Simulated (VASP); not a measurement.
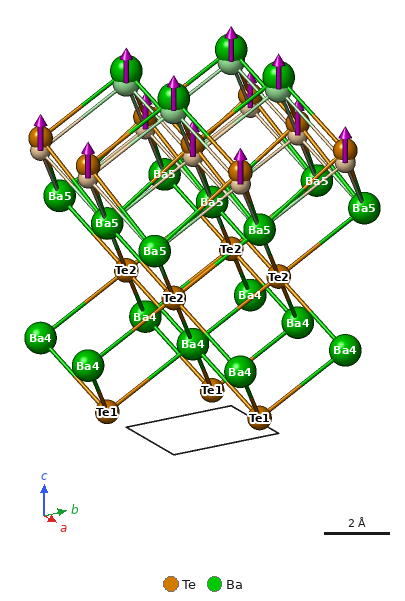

This is a relaxation of a slab of composition BaTe. The starting structure is drawn faded, the final one solid; purple arrows show the displacements, 3 times their true length.

The picture is a ball-and-stick view of the cell of the calculation, outlined in the plane, without the vacuum, seen slightly off an axis.

The run lets the atoms move in a fixed cell. 3 atoms are held fixed.

All numbers below come from Kohn-Sham DFT of a periodic cell, PBE, VASP PAW PBE potentials, recommended in VASP.

Input file:
```
  ALGO = Normal
  DIPOL = 0.5 0.5 0.500
  EDIFF = 1E-7
  EDIFFG = -0.01
  ENCUT = 600
  GGA = PE
  IBRION = 2
  IDIPOL = 3
  ISIF = 2
  ISMEAR = -1
  LASPH = T
  LCHARG = F
  LDIPOL = T
  LREAL = F
  LWAVE = F
  NELM = 100
  NSW = 60
  PREC = Accurate
  SIGMA = 0.05
```

Command:
```bash
cat potpaw_PBE.64/Te/POTCAR potpaw_PBE.64/Ba_sv/POTCAR > POTCAR
mpirun -np 1 vasp_std > vasp.out
```

Question: Describe the change and its energy.

Answer: After 12 geometry steps the energy has fallen by 0.140 eV per cell of the calculation. The largest force component goes from 0.67 to 0.84 eV/Å. A Te atom moves most: 0.38 Å along the normal (+c). By element the largest moves are Te 0.38 Å, Ba 0.37 Å. The cell doesn't change. Some distances before and after: Ba–Te 3.410 → 3.631 Å, Ba–Te 3.410 → 3.423 Å, Ba–Te 3.410 → 3.403 Å. Among the angles between lasting bonds that change: Te–Ba–Te 90.0° → 83.2°, Ba–Te–Ba 90.0° → 83.2°, Ba–Te–Ba 180.0° → 175.2°. It ran on 1 thread of Intel(R) Xeon(R) Platinum 8375C CPU @ 2.90GHz (Ice Lake), with other jobs on the host.
